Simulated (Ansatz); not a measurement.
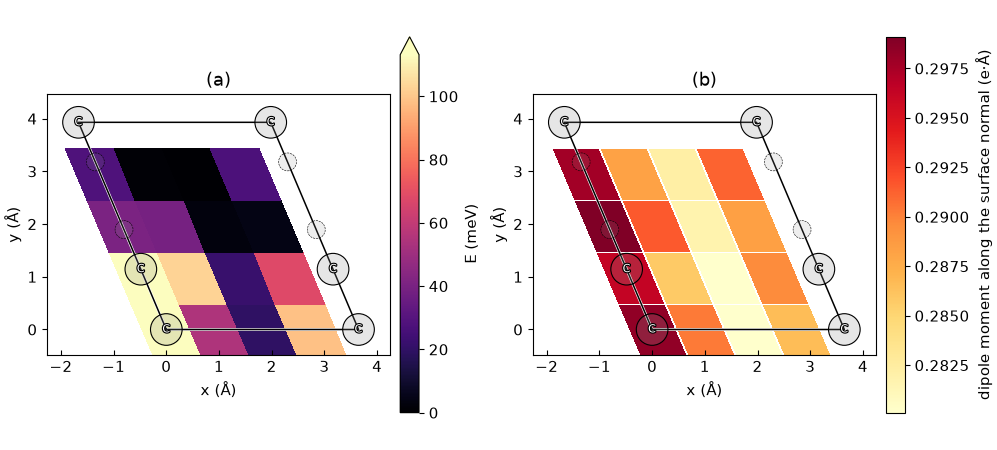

CO on a C(110) slab cut from the R-3m phase, its upper half relaxed before the scan (40 atoms of substrate and one adsorbate in a 2 × 2 cell). 
- CO (O end down) is moved over the surface cell at a fixed height above a rigid substrate; the origin of the map has the adsorbate above C33; the height is held at 2.70 Å.
- Places are given modulo a cell vector. The map is drawn in real space over the plane of the surface.
- The grid has 4 × 4 points.
- Places are given in fractions of the 1 × 1 surface cell.
- All energies are given in meV relative to the lowest grid point.
- At a fixed height the lowest place need not be the adsorption site.
- Level of theory: DFT PBE+D3(BJ), scalar-relativistic, plane waves, PAW in Ansatz 0.2.0. Settings: cutoff 420 eV, k-mesh 4×4×1, gaussian smearing 0.05 eV, no spin polarisation.

Panel (a) is the energy and panel (b) the computed dipole moment along the surface normal on the same grid.

The picture shows one coloured cell a grid point, labelled circles for the atoms of the top layer and small ones for the second layer, the outline of one cell of the plane, one colour for all values above the top of the scale.

How does the dipole moment along the surface normal vary over the map, and what is it at the lowest grid point?

Answer. It runs from 0.28 e·Å at (2/4, 0/4) of the cell vectors to 0.30 e·Å at (0/4, 2/4) of the cell vectors. At the lowest grid point, (2/4, 3/4) of the cell vectors, it is 0.28 e·Å.

PAW datasets: the set soft_1.
